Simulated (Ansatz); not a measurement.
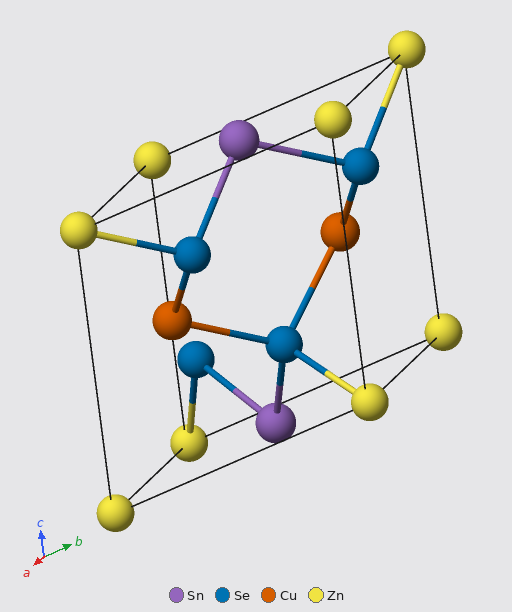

Structure drawing (ball-and-stick), viewed slightly off an axis. The simulation cell is drawn as a box.

```yaml
crystal:
  lattice:
    - [-0.00150, 5.54055, -0.00109]
    - [5.53457, -0.00150, 0.00305]
    - [2.76349, 2.77061, -5.52985]
  atoms:
    - { symbol: Sn, position: [0.51038, 0.50034, 0.00757] }
    - { symbol: Se, position: [0.63525, 0.60784, 0.27418] }
    - { symbol: Se, position: [0.39671, 0.90511, 0.72899] }
    - { symbol: Se, position: [0.08382, 0.10244, 0.28219] }
    - { symbol: Se, position: [0.89584, 0.38949, 0.74135] }
    - { symbol: Cu, position: [0.75529, 0.23990, 0.53295] }
    - { symbol: Cu, position: [0.22619, 0.74520, 0.51700] }
    - { symbol: Zn, position: [0.99417, 0.00920, 0.00137] }
```

Run with DFT, PAW plane waves, PBE in Ansatz 0.2.0 and these settings: 420 eV cutoff, a 4×4×3 k-point mesh, Fermi-Dirac smearing of 0.1 eV, no spin polarisation. The pressure of the cell is 10 GPa.

What are the atomic charges by Bader's partition?

Zn +0.71 e; Cu +0.33 e; Sn +1.16 e; Se -0.66 to -0.61 e.

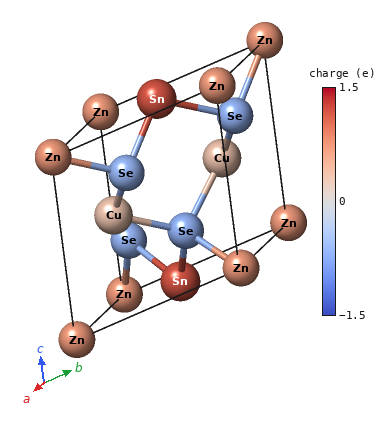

The atoms coloured by those charges.

The geometry is that of a known structure type with the cell strained and the atoms shaken on purpose, without relaxation. It was run through Ansatz as a DFT input.

At this level of theory the cell isn't at rest (compressed, at 10 GPa and forces up to 1.7 eV/Å), so its distances can differ from those at equilibrium, the more so the softer the solid.
